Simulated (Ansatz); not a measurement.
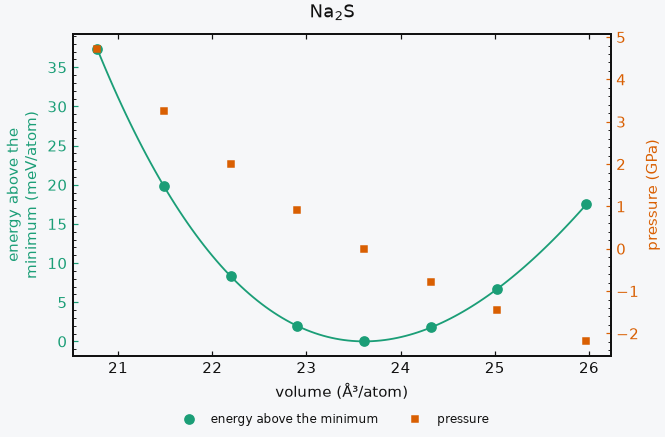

Plotted: energy above the minimum and pressure against volume for Na₂S, space group Fm-3m (No. 225).

The given structure:
```xyz
3
Lattice="0.0000 3.2840 3.2840 3.2840 0.0000 3.2840 3.2840 3.2840 0.0000" Properties=species:S:1:pos:R:3 pbc="T T T"
Na    1.6420    1.6420    1.6420
Na    4.9260    4.9260    4.9260
S     0.0000    0.0000    0.0000
```

Calculation (Ansatz 0.2.0): third-order Birch-Murnaghan fit to density functional energies at scaled volumes of the given relaxed cell, shape and atoms relaxed at each volume; energies count from the fitted minimum; plane waves with PAW datasets, Γ-centred k mesh. Level: PBE, no spin polarisation.

| setting | value |
| --- | --- |
| wave cutoff | 420 eV |
| k mesh | 8×8×8 |
| occupations | Gaussian |
| smearing width | 0.02 eV |

Question: Give the fitted equation-of-state parameters.

Answer: A third-order Birch–Murnaghan fit gives V0 = 23.61 Å³/atom, B0 = 28.1 GPa and B′ = 4.3.

Question: What does the pressure do across the range?

Answer: It falls from 4.73 GPa at volume 20.778 Å³/atom to −2.19 GPa at 25.972 Å³/atom, and changes sign near 23.61 Å³/atom.

The computed values:

| volume (Å³/atom) | energy above the minimum (meV/atom) | pressure (GPa) |
| --- | --- | --- |
| 20.778 | 37.4 | 4.73 |
| 21.486 | 19.8 | 3.25 |
| 22.195 | 8.3 | 1.99 |
| 22.903 | 2.0 | 0.92 |
| 23.611 | 0.0 | 0.00 |
| 24.320 | 1.8 | −0.78 |
| 25.028 | 6.7 | −1.45 |
| 25.972 | 17.5 | −2.19 |
